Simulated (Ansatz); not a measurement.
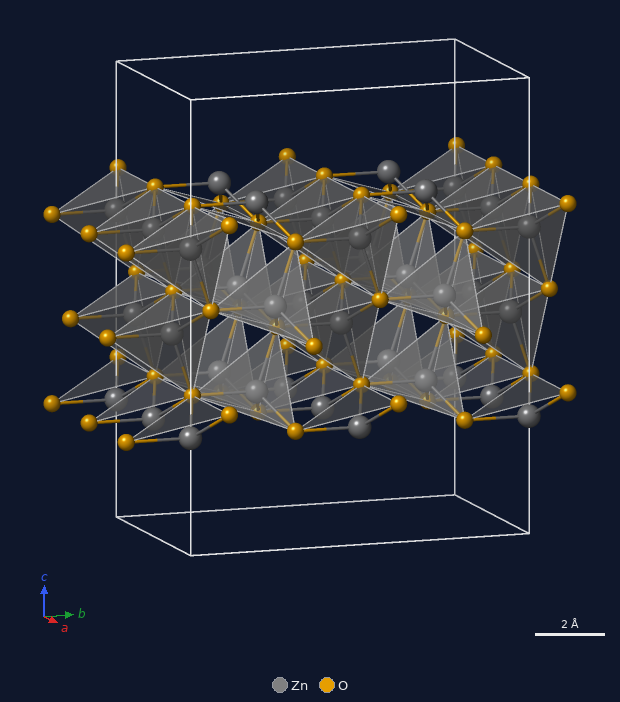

**Figure 1.** The starting structure (polyhedral view of the 1 × 2 repeat of the cell, with the vacuum cut short, seen slightly off an axis; polyhedra are completed across the faces of the cell). An atom can appear more than once, as a periodic image.

**Run report: ZnO, geometry relaxation (part 1 of 3)**

The run: geometry relaxation of ZnO (slab, 24 atoms in the cell). Method and program: DFT PBE+D3(BJ), scalar-relativistic, plane waves, PAW, no spin polarisation (Ansatz 0.2.0).

The structure derives from an entry of the Crystallography Open Database. The input holds or restrains some coordinates. Forces given for the steps count only the free coordinates. It belongs to a series of runs on one base structure; here: clean slab, lower planes held.

Input:
```yaml
crystal:
  lattice:
    - [6.5094894534, 0.0, 0.0]
    - [0.0, 5.2564237873, 0.0]
    - [0.0, 0.0, 22.5769471044]
  atoms:
    - { symbol: Zn, position: [0.5, 0.9983827816, 0.3543437455] }
    - { symbol: Zn, position: [0.0, 0.9983827816, 0.3543437455] }
    - { symbol: O, position: [0.5, 0.6195172184, 0.3543437455] }
    - { symbol: O, position: [0.0, 0.6195172184, 0.3543437455] }
    - { symbol: Zn, position: [0.75, 0.4983827816, 0.3959598182] }
    - { symbol: Zn, position: [0.25, 0.4983827816, 0.3959598182] }
    - { symbol: O, position: [0.75, 0.1195172184, 0.3959598182] }
    - { symbol: O, position: [0.25, 0.1195172184, 0.3959598182] }
    - { symbol: Zn, position: [0.75, 0.9983827816, 0.4791919636] }
    - { symbol: Zn, position: [0.25, 0.9983827816, 0.4791919636] }
    - { symbol: O, position: [0.75, 0.6195172184, 0.4791919636] }
    - { symbol: O, position: [0.25, 0.6195172184, 0.4791919636] }
    - { symbol: Zn, position: [0.0, 0.4983827816, 0.5208080364] }
    - { symbol: Zn, position: [0.5, 0.4983827816, 0.5208080364] }
    - { symbol: O, position: [0.0, 0.1195172184, 0.5208080364] }
    - { symbol: O, position: [0.5, 0.1195172184, 0.5208080364] }
    - { symbol: Zn, position: [0.0, 0.9983827816, 0.6040401818] }
    - { symbol: Zn, position: [0.5, 0.9983827816, 0.6040401818] }
    - { symbol: O, position: [0.0, 0.6195172184, 0.6040401818] }
    - { symbol: O, position: [0.5, 0.6195172184, 0.6040401818] }
    - { symbol: Zn, position: [0.25, 0.4983827816, 0.6456562545] }
    - { symbol: Zn, position: [0.75, 0.4983827816, 0.6456562545] }
    - { symbol: O, position: [0.25, 0.1195172184, 0.6456562545] }
    - { symbol: O, position: [0.75, 0.1195172184, 0.6456562545] }
basis:
  ecutwfc: 420
kpoints:
  mp_grid: { grid: [3, 3, 1] }
hamiltonian:
  xc: pbe
  dispersion: d3bj
scf:
  occupations: { method: gaussian, width: 0.05 }
output:
  forces: true
  eigenvalues: true
  write_density: true
  write_potential: true
  elf: true
  volumetric_format: npy
relax:
  adjacent_minimum: "off"
  f_tol: 0.03
  max_steps: 70
  constraints: [{ sites: [0, 1, 2, 3, 4, 5, 6, 7, 8, 9, 10, 11] }]
efield:
  axis: 3
  dipole_correction: true
  ramp_width: 0.04
```

Launched with:
```bash
ansatz run input.yaml --threads 4 --pin off --max-ram 12288MiB --backend cpu --events-out ev --progress --plain --runs-dir out
```

Output:
```
Engine: ansatz 0.2.0, x86_64-unknown-linux-gnu
Pseudopotentials: kind: paw
Pseudopotential: Zn, paw, valence charge 12, recommended cutoff 420 eV (normal), Zn.paw.azcp
Pseudopotential: O, paw, valence charge 6, recommended cutoff 420 eV (normal), O.paw.azcp
Functional definition: PBE
  parameter kappa = 0.804
  parameter beta = 0.06672455060314922
  exchange = pbe_x(kappa = kappa, mu = beta*pi^2/3)
  correlation = pbe_c(beta = beta)
Crystal: 24 atoms, lattice volume = 772.507 Å³
Basis set: ecut = 420 eV, 15083 PW (Γ), exchange–correlation on 90×72×320 points (8 copies of the dense FFT grid, shifted against one another)
Bands: 132, of which v1, the nominal top of the filled ones, is band 108 counted from 1 (107 counted from 0)
Symmetry: 4 space group operations
k-points: 4 of 9 (time reversal used)
Non-local potential: Zn, projectors of the file, l = 0: 2, l = 1: 2, l = 2: 3, l = 3: 1
Non-local potential: O, projectors of the file, l = 0: 2, l = 1: 2, l = 2: 1
PAW form: soft (Blöchl's): semilocal exchange-correlation on the pseudo side does not see the compensation charge
PAW one-centre angular grid: Zn, 590 points (default); XC on 64 Gauss nodes
PAW one-centre angular grid: O, 110 points (default); XC on 64 Gauss nodes
Initial density: superposition of atomic densities (neutral atoms: chi_scale 0, normalization atom), corrected by the library's trained network
Initial wavefunctions: pseudopotential atomic-orbital guess
Functional: x = pbe(κ = 0.804, μ = 0.2195149727645171), c = pbe(β = 0.06672455060314922)
SCF iter   1: F=—  HF=-46641.110537 eV  |F-HF|=—  |Δ(HF+E_count)|=         —  Δρ=1.36e-3  dr2=1.08e-2  ethr=1.77e-3  p=-0.000 e·Å  D=-2.01e-14 V/Å  ΔV_dip=0.00 eV  dr2_dipole=5.45e-9  V_vac-E_F(+/−)=4.72/4.72 eV  ⟨swp⟩=7.5  Hψ=2375  notcnv=0  defer=33
efield: sawtooth ramp at fractional position 0.9800 (placed from the atoms, in the widest stretch of the axis that holds none; the zero of the levels goes with the place), width 0.0400; the density the first Hamiltonian is built on has a dipole p = -0.000 e·Å; the dipole correction subtracts the counter field D = -2.01e-14 V/Å, which shifts the + side's vacuum level by +0.00 eV against the − side's; the planar-averaged density in the ramp window peaks in size at 4.1e-6 e/Å³
preconditioner: auto → Resta (q_TF=auto, 2.206 Å⁻¹)  ε∞=4.0  [insulator: Δε(μ)=0.486 eV  Ē_g=11.288 eV  σ=0.050 eV  W_gap=1.00  n_scr=128 (ndim 8)  ℏωp=19.6 eV  f_vac=0.589  D(μ)=0.00/eV (n_scr^D=0)  ε∞_Penn≈4.0  vacuum switching on, ρ_ref=9.2e-3 e/Å³]
SCF iter   2: F=—  HF=-46641.117311 eV  |F-HF|=—  |Δ(HF+E_count)|=   6.77e-3  Δρ=5.92e-4  dr2=1.84e-3  ethr=5.00e-6  p=-0.000 e·Å  D=-9.31e-6 V/Å  ΔV_dip=0.00 eV  dr2_dipole=2.52e-9  V_vac-E_F(+/−)=4.77/4.77 eV  ⟨swp⟩=3.0  Hψ=1071  notcnv=0  defer=70
SCF iter   3: F=—  HF=-46641.118100 eV  |F-HF|=—  |Δ(HF+E_count)|=   7.89e-4  Δρ=3.37e-4  dr2=7.04e-4  ethr=8.54e-7  p=-0.000 e·Å  D=-3.41e-6 V/Å  ΔV_dip=0.00 eV  dr2_dipole=1.06e-9  V_vac-E_F(+/−)=4.80/4.80 eV  ⟨swp⟩=2.0  Hψ=880  notcnv=0  defer=70
SCF iter   4: F=—  HF=-46641.118488 eV  |F-HF|=—  |Δ(HF+E_count)|=   3.88e-4  Δρ=9.09e-5  dr2=6.28e-5  ethr=3.26e-7  p=0.000 e·Å  D=3.19e-6 V/Å  ΔV_dip=-0.00 eV  dr2_dipole=9.13e-10  V_vac-E_F(+/−)=4.81/4.81 eV  ⟨swp⟩=2.0  Hψ=846  notcnv=0  defer=70
SCF iter   5: F=—  HF=-46641.118523 eV  |F-HF|=—  |Δ(HF+E_count)|=   3.49e-5  Δρ=5.73e-5  dr2=2.44e-5  ethr=2.91e-8  p=-0.000 e·Å  D=-3.53e-7 V/Å  ΔV_dip=0.00 eV  dr2_dipole=4.52e-11  V_vac-E_F(+/−)=4.82/4.82 eV  ⟨swp⟩=2.0  Hψ=852  notcnv=0  defer=70
SCF iter   6: F=-46641.118527 eV  HF=-46641.118527 eV  |F-HF|=1.18e-8  |Δ(HF+E_count)|=   3.82e-6  Δρ=2.38e-5  dr2=4.66e-6  ethr=1.04e-8  p=-0.000 e·Å  D=-3.11e-7 V/Å  ΔV_dip=0.00 eV  dr2_dipole=3.34e-12  V_vac-E_F(+/−)=4.82/4.82 eV  ⟨swp⟩=23.5  Hψ=6310  notcnv=0
SCF 1 converged in 6 iterations: F = -46641.118527 eV  dr2 = 4.66e-6
  greatest PAW one-centre occupation: 0.988 electrons in one spin orbital (limit 2), on the Zn atom at site 21 (counted from 0), in its partial waves of l = 2
relax step   1: F+E_penalty+E_count = -46641.11852701 eV  Δ(F+E_penalty+E_count) = +0.000e0 eV  max|allowed force component| = 1.351e0 eV/Å  Δτ_max = 0.0000 Å  (6 SCF iters, dr2 threshold 2.25e-5 eV, accepted)
Initial density: handed on by an earlier stage of this run
Initial wavefunctions: those handed on with the density
iter 1 solved again at ethr=4.13e-5 eV; its pass at ethr=3.10e-3 eV (dr2=8.92e-2 eV) is discarded
SCF iter   1: F=—  HF=-46641.571852 eV  |F-HF|=—  |Δ(HF+E_count)|=         —  Δρ=4.30e-3  dr2=8.83e-2  ethr=4.13e-5  p=-0.000 e·Å  D=-2.58e-7 V/Å  ΔV_dip=0.00 eV  dr2_dipole=5.73e-4  V_vac-E_F(+/−)=4.77/4.77 eV  ⟨swp⟩=1.5  Hψ=1941  notcnv=0  defer=74
efield: sawtooth ramp at fractional position 0.9800 (handed on by an earlier solve), width 0.0400; the density the first Hamiltonian is built on has a dipole p = -0.000 e·Å; the dipole correction subtracts the counter field D = -2.58e-7 V/Å, which shifts the + side's vacuum level by +0.00 eV against the − side's; the planar-averaged density in the ramp window peaks in size at 1.8e-6 e/Å³
preconditioner: auto → Resta (q_TF=auto, 2.206 Å⁻¹)  ε∞=4.0  [insulator: Δε(μ)=0.600 eV  Ē_g=11.343 eV  σ=0.050 eV  W_gap=1.00  n_scr=128 (ndim 8)  ℏωp=19.6 eV  f_vac=0.595  D(μ)=0.00/eV (n_scr^D=0)  ε∞_Penn≈4.0  vacuum switching on, ρ_ref=9.3e-3 e/Å³]
SCF iter   2: F=—  HF=-46641.550663 eV  |F-HF|=—  |Δ(HF+E_count)|=   2.12e-2  Δρ=2.10e-3  dr2=2.79e-2  ethr=4.09e-5  p=-0.014 e·Å  D=-3.39e-3 V/Å  ΔV_dip=0.08 eV  dr2_dipole=5.82e-4  V_vac-E_F(+/−)=4.86/4.78 eV  ⟨swp⟩=2.0  Hψ=847  notcnv=0  defer=74
SCF iter   3: F=—  HF=-46641.546631 eV  |F-HF|=—  |Δ(HF+E_count)|=   4.03e-3  Δρ=1.41e-3  dr2=1.30e-2  ethr=1.29e-5  p=-0.041 e·Å  D=-9.52e-3 V/Å  ΔV_dip=0.21 eV  dr2_dipole=2.38e-6  V_vac-E_F(+/−)=4.99/4.78 eV  ⟨swp⟩=2.0  Hψ=901  notcnv=0  defer=74
SCF iter   4: F=—  HF=-46641.542909 eV  |F-HF|=—  |Δ(HF+E_count)|=   3.72e-3  Δρ=2.89e-4  dr2=7.66e-4  ethr=6.04e-6  p=-0.044 e·Å  D=-1.04e-2 V/Å  ΔV_dip=0.23 eV  dr2_dipole=3.11e-5  V_vac-E_F(+/−)=5.02/4.79 eV  ⟨swp⟩=2.0  Hψ=878  notcnv=0  defer=74
SCF iter   5: F=—  HF=-46641.542937 eV  |F-HF|=—  |Δ(HF+E_count)|=   2.77e-5  Δρ=2.15e-4  dr2=3.59e-4  ethr=3.55e-7  p=-0.049 e·Å  D=-1.15e-2 V/Å  ΔV_dip=0.26 eV  dr2_dipole=6.67e-7  V_vac-E_F(+/−)=5.04/4.78 eV  ⟨swp⟩=2.0  Hψ=890  notcnv=0  defer=75
SCF iter   6: F=-46641.542884 eV  HF=-46641.542877 eV  |F-HF|=7.12e-6  |Δ(HF+E_count)|=   5.97e-5  Δρ=5.07e-5  dr2=1.70e-5  ethr=4.63e-8  p=-0.050 e·Å  D=-1.17e-2 V/Å  ΔV_dip=0.27 eV  dr2_dipole=2.79e-7  V_vac-E_F(+/−)=5.05/4.79 eV  ⟨swp⟩=21.0  Hψ=6182  notcnv=0
SCF 2 converged in 6 iterations: F = -46641.542884 eV  dr2 = 1.70e-5
  greatest PAW one-centre occupation: 0.988 electrons in one spin orbital (limit 2), on the Zn atom at site 1 (counted from 0), in its partial waves of l = 2
relax step   2: F+E_penalty+E_count = -46641.54288415 eV  Δ(F+E_penalty+E_count) = -4.244e-1 eV  max|allowed force component| = 8.346e-1 eV/Å  Δτ_max = 0.1586 Å  (6 SCF iters, dr2 threshold 1.00e-4 eV, accepted)
SCF iter   1: F=—  HF=-46641.798687 eV  |F-HF|=—  |Δ(HF+E_count)|=         —  Δρ=5.06e-3  dr2=1.06e-1  ethr=5.53e-4  p=-0.050 e·Å  D=-1.18e-2 V/Å  ΔV_dip=0.27 eV  dr2_dipole=2.34e-3  V_vac-E_F(+/−)=5.03/4.76 eV  ⟨swp⟩=4.0  Hψ=1737  notcnv=0  defer=70
efield: sawtooth ramp at fractional position 0.9800 (handed on by an earlier solve), width 0.0400; the density the first Hamiltonian is built on has a dipole p = -0.050 e·Å; the dipole correction subtracts the counter field D = -1.18e-2 V/Å, which shifts the + side's vacuum level by +0.27 eV against the − side's; the planar-averaged density in the ramp window peaks in size at 6.3e-6 e/Å³
preconditioner: auto → Resta (q_TF=auto, 2.206 Å⁻¹)  ε∞=3.9  [insulator: Δε(μ)=0.686 eV  Ē_g=11.468 eV  σ=0.050 eV  W_gap=1.00  n_scr=128 (ndim 8)  ℏωp=19.6 eV  f_vac=0.599  D(μ)=0.00/eV (n_scr^D=0)  ε∞_Penn≈3.9  vacuum switching on, ρ_ref=9.5e-3 e/Å³]
SCF iter   2: F=—  HF=-46641.777997 eV  |F-HF|=—  |Δ(HF+E_count)|=   2.07e-2  Δρ=2.34e-3  dr2=3.04e-2  ethr=4.89e-5  p=-0.072 e·Å  D=-1.68e-2 V/Å  ΔV_dip=0.38 eV  dr2_dipole=1.72e-4  V_vac-E_F(+/−)=5.12/4.74 eV  ⟨swp⟩=2.0  Hψ=1028  notcnv=0  defer=74
SCF iter   3: F=—  HF=-46641.772971 eV  |F-HF|=—  |Δ(HF+E_count)|=   5.03e-3  Δρ=1.23e-3  dr2=9.49e-3  ethr=1.41e-5  p=-0.083 e·Å  D=-1.93e-2 V/Å  ΔV_dip=0.44 eV  dr2_dipole=3.92e-4  V_vac-E_F(+/−)=5.19/4.75 eV  ⟨swp⟩=2.0  Hψ=871  notcnv=0  defer=74
SCF iter   4: F=—  HF=-46641.771400 eV  |F-HF|=—  |Δ(HF+E_count)|=   1.57e-3  Δρ=3.29e-4  dr2=9.59e-4  ethr=4.39e-6  p=-0.097 e·Å  D=-2.27e-2 V/Å  ΔV_dip=0.51 eV  dr2_dipole=1.54e-6  V_vac-E_F(+/−)=5.26/4.74 eV  ⟨swp⟩=2.0  Hψ=851  notcnv=0  defer=74
SCF iter   5: F=—  HF=-46641.771417 eV  |F-HF|=—  |Δ(HF+E_count)|=   1.73e-5  Δρ=2.39e-4  dr2=4.28e-4  ethr=4.44e-7  p=-0.099 e·Å  D=-2.32e-2 V/Å  ΔV_dip=0.52 eV  dr2_dipole=2.36e-6  V_vac-E_F(+/−)=5.27/4.74 eV  ⟨swp⟩=2.0  Hψ=915  notcnv=0  defer=74
SCF iter   6: F=-46641.771359 eV  HF=-46641.771355 eV  |F-HF|=3.60e-6  |Δ(HF+E_count)|=   6.23e-5  Δρ=4.74e-5  dr2=1.57e-5  ethr=2.02e-8  p=-0.101 e·Å  D=-2.36e-2 V/Å  ΔV_dip=0.53 eV  dr2_dipole=1.91e-7  V_vac-E_F(+/−)=5.28/4.74 eV  ⟨swp⟩=20.2  Hψ=6224  notcnv=0
SCF 3 converged in 6 iterations: F = -46641.771359 eV  dr2 = 1.57e-5
relax step   3: F+E_penalty+E_count = -46641.77135876 eV  Δ(F+E_penalty+E_count) = -2.285e-1 eV  max|allowed force component| = 5.671e-1 eV/Å  Δτ_max = 0.1819 Å  (6 SCF iters, dr2 threshold 4.35e-5 eV, accepted)
SCF iter   1: F=—  HF=-46641.815317 eV  |F-HF|=—  |Δ(HF+E_count)|=         —  Δρ=2.50e-3  dr2=2.91e-2  ethr=1.18e-4  p=-0.101 e·Å  D=-2.36e-2 V/Å  ΔV_dip=0.53 eV  dr2_dipole=1.92e-4  V_vac-E_F(+/−)=5.27/4.74 eV  ⟨swp⟩=4.2  Hψ=1281  notcnv=0  defer=74
efield: sawtooth ramp at fractional position 0.9800 (handed on by an earlier solve), width 0.0400; the density the first Hamiltonian is built on has a dipole p = -0.101 e·Å; the dipole correction subtracts the counter field D = -2.36e-2 V/Å, which shifts the + side's vacuum level by +0.53 eV against the − side's; the planar-averaged density in the ramp window peaks in size at 6.0e-6 e/Å³
preconditioner: auto → Resta (q_TF=auto, 2.206 Å⁻¹)  ε∞=3.9  [insulator: Δε(μ)=0.711 eV  Ē_g=11.484 eV  σ=0.050 eV  W_gap=1.00  n_scr=128 (ndim 8)  ℏωp=19.6 eV  f_vac=0.599  D(μ)=0.00/eV (n_scr^D=0)  ε∞_Penn≈3.9  vacuum switching on, ρ_ref=9.6e-3 e/Å³]
SCF iter   2: F=—  HF=-46641.807087 eV  |F-HF|=—  |Δ(HF+E_count)|=   8.23e-3  Δρ=1.23e-3  dr2=7.41e-3  ethr=1.35e-5  p=-0.097 e·Å  D=-2.27e-2 V/Å  ΔV_dip=0.51 eV  dr2_dipole=9.44e-7  V_vac-E_F(+/−)=5.26/4.75 eV  ⟨swp⟩=2.2  Hψ=902  notcnv=0  defer=75
SCF iter   3: F=—  HF=-46641.806107 eV  |F-HF|=—  |Δ(HF+E_count)|=   9.80e-4  Δρ=7.35e-4  dr2=3.76e-3  ethr=3.43e-6  p=-0.100 e·Å  D=-2.33e-2 V/Å  ΔV_dip=0.53 eV  dr2_dipole=4.36e-6  V_vac-E_F(+/−)=5.27/4.75 eV  ⟨swp⟩=2.2  Hψ=860  notcnv=0  defer=75
SCF iter   4: F=—  HF=-46641.805340 eV  |F-HF|=—  |Δ(HF+E_count)|=   7.67e-4  Δρ=1.52e-4  dr2=2.16e-4  ethr=1.74e-6  p=-0.099 e·Å  D=-2.33e-2 V/Å  ΔV_dip=0.53 eV  dr2_dipole=5.81e-6  V_vac-E_F(+/−)=5.27/4.75 eV  ⟨swp⟩=2.0  Hψ=857  notcnv=0  defer=75
SCF iter   5: F=-46641.805310 eV  HF=-46641.805341 eV  |F-HF|=3.14e-5  |Δ(HF+E_count)|=   1.23e-6  Δρ=8.00e-5  dr2=3.98e-5  ethr=4.63e-8  p=-0.102 e·Å  D=-2.38e-2 V/Å  ΔV_dip=0.54 eV  dr2_dipole=7.77e-8  V_vac-E_F(+/−)=5.29/4.75 eV  ⟨swp⟩=18.5  Hψ=6086  notcnv=0
SCF 4 converged in 5 iterations: F = -46641.805310 eV  dr2 = 3.98e-5
relax step   4: F+E_penalty+E_count = -46641.80530974 eV  Δ(F+E_penalty+E_count) = -3.395e-2 eV  max|allowed force component| = 1.055e-1 eV/Å  Δτ_max = 0.0633 Å  (5 SCF iters, dr2 threshold 1.00e-4 eV, accepted)
SCF iter   1: F=—  HF=-46641.809253 eV  |F-HF|=—  |Δ(HF+E_count)|=         —  Δρ=7.88e-4  dr2=4.10e-3  ethr=1.22e-5  p=-0.102 e·Å  D=-2.38e-2 V/Å  ΔV_dip=0.54 eV  dr2_dipole=3.48e-4  V_vac-E_F(+/−)=5.29/4.75 eV  ⟨swp⟩=2.8  Hψ=1096  notcnv=0  defer=75
efield: sawtooth ramp at fractional position 0.9800 (handed on by an earlier solve), width 0.0400; the density the first Hamiltonian is built on has a dipole p = -0.102 e·Å; the dipole correction subtracts the counter field D = -2.38e-2 V/Å, which shifts the + side's vacuum level by +0.54 eV against the − side's; the planar-averaged density in the ramp window peaks in size at 5.8e-6 e/Å³
preconditioner: auto → Resta (q_TF=auto, 2.206 Å⁻¹)  ε∞=3.9  [insulator: Δε(μ)=0.710 eV  Ē_g=11.490 eV  σ=0.050 eV  W_gap=1.00  n_scr=128 (ndim 8)  ℏωp=19.6 eV  f_vac=0.599  D(μ)=0.00/eV (n_scr^D=0)  ε∞_Penn≈3.9  vacuum switching on, ρ_ref=9.6e-3 e/Å³]
SCF iter   2: F=—  HF=-46641.808235 eV  |F-HF|=—  |Δ(HF+E_count)|=   1.02e-3  Δρ=4.25e-4  dr2=1.01e-3  ethr=1.90e-6  p=-0.109 e·Å  D=-2.56e-2 V/Å  ΔV_dip=0.58 eV  dr2_dipole=4.50e-5  V_vac-E_F(+/−)=5.32/4.74 eV  ⟨swp⟩=2.0  Hψ=682  notcnv=0  defer=75
SCF iter   3: F=—  HF=-46641.808048 eV  |F-HF|=—  |Δ(HF+E_count)|=   1.87e-4  Δρ=2.60e-4  dr2=5.19e-4  ethr=4.67e-7  p=-0.114 e·Å  D=-2.66e-2 V/Å  ΔV_dip=0.60 eV  dr2_dipole=7.10e-6  V_vac-E_F(+/−)=5.34/4.74 eV  ⟨swp⟩=2.0  Hψ=883  notcnv=0  defer=75
SCF iter   4: F=—  HF=-46641.807952 eV  |F-HF|=—  |Δ(HF+E_count)|=   9.54e-5  Δρ=5.22e-5  dr2=2.06e-5  ethr=2.40e-7  p=-0.115 e·Å  D=-2.70e-2 V/Å  ΔV_dip=0.61 eV  dr2_dipole=2.99e-8  V_vac-E_F(+/−)=5.34/4.73 eV  ⟨swp⟩=2.0  Hψ=865  notcnv=0  defer=75
SCF iter   5: F=—  HF=-46641.808201 eV  |F-HF|=—  |Δ(HF+E_count)|=   2.49e-4  Δρ=3.53e-5  dr2=8.27e-6  ethr=9.56e-9  p=-0.116 e·Å  D=-2.71e-2 V/Å  ΔV_dip=0.61 eV  dr2_dipole=1.54e-9  V_vac-E_F(+/−)=5.35/4.74 eV  ⟨swp⟩=2.0  Hψ=884  notcnv=0  defer=75
SCF iter   6: F=—  HF=-46641.808200 eV  |F-HF|=—  |Δ(HF+E_count)|=   1.49e-6  Δρ=9.00e-6  dr2=4.57e-7  ethr=3.83e-9  p=-0.116 e·Å  D=-2.71e-2 V/Å  ΔV_dip=0.61 eV  dr2_dipole=3.07e-9  V_vac-E_F(+/−)=5.35/4.74 eV  ⟨swp⟩=2.0  Hψ=870  notcnv=0  defer=75
SCF iter   7: F=-46641.808200 eV  HF=-46641.808200 eV  |F-HF|=3.63e-8  |Δ(HF+E_count)|=   3.10e-7  Δρ=3.45e-6  dr2=9.17e-8  ethr=4.63e-11  p=-0.116 e·Å  D=-2.71e-2 V/Å  ΔV_dip=0.61 eV  dr2_dipole=4.45e-9  V_vac-E_F(+/−)=5.35/4.74 eV  ⟨swp⟩=17.8  Hψ=4790  notcnv=0
SCF 5 converged in 7 iterations: F = -46641.808200 eV  dr2 = 9.17e-8
relax step   5: F+E_penalty+E_count = -46641.80819990 eV  Δ(F+E_penalty+E_count) = -2.890e-3 eV  max|allowed force component| = 2.135e-2 eV/Å  Δτ_max = 0.0192 Å  (7 SCF iters, accepted)
```
